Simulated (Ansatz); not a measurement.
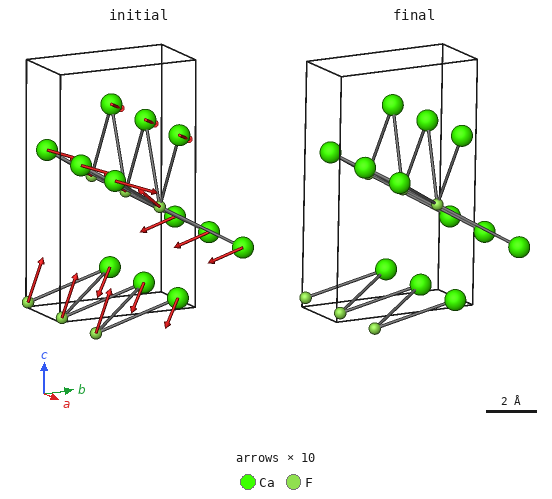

The structure of crystalline Ca$_{2}$F (built on the AlB2 type) (coarse preliminary run) before (left) and after (right) a relaxation, at one scale. The red arrows give the displacements (the part carried along by the change of the cell is left out), 10 times their true length.

A ball-and-stick model of the cell of the calculation, repeated 3 × 1 × 1 with one cell outlined, seen slightly off an axis.

Computed with Ansatz 0.2.0, DFT r2SCAN, scalar-relativistic, plane waves, PAW. (plane-wave cutoff 500 eV; k-point mesh 8 × 4 × 4; occupations gaussian; smearing width 0.1 eV; no spin polarisation; cell and atoms relaxed; force threshold 0.015 eV/Å; at most 120 steps)

What changed between the two?

Answer. The run was cut off at its time limit before the relaxation converged, so the last structure is only a point on the way. The atom that moves furthest relative to the cell is an F atom (0.20 Å along [1 1 2]). By element the largest moves are F 0.20 Å, Ca 0.18 Å. The volume changes by −0.3 %, with a 3.464 → 3.475 Å (+0.3 %), b 5.845 → 5.872 Å (+0.4 %), c 10.131 → 10.043 Å (−0.9 %), α 88.2° → 86.2°, β 89.7° → 89.5°, γ 88.6° → 87.9°. Near-neighbour distances that change, for instance: Ca–F 3.520 → 3.219 Å, Ca–F 3.575 → 3.273 Å, Ca–F 3.602 → 3.315 Å, Ca–F 3.622 → 3.426 Å. The space group stays P1 (No. 1). After 1 geometry step the energy has fallen by 109 meV per atom. Largest force component: 0.45 eV/Å at the start, 0.92 eV/Å at the end. The pressure goes from −0.14 to −0.50 GPa. Cost: 5.6 min on 1 thread of Arm Neoverse V1, on a shared host, peak memory 0.93 GiB.

Limits of the set-up: layers or molecules are held without a dispersion correction, so their spacing is unreliable.
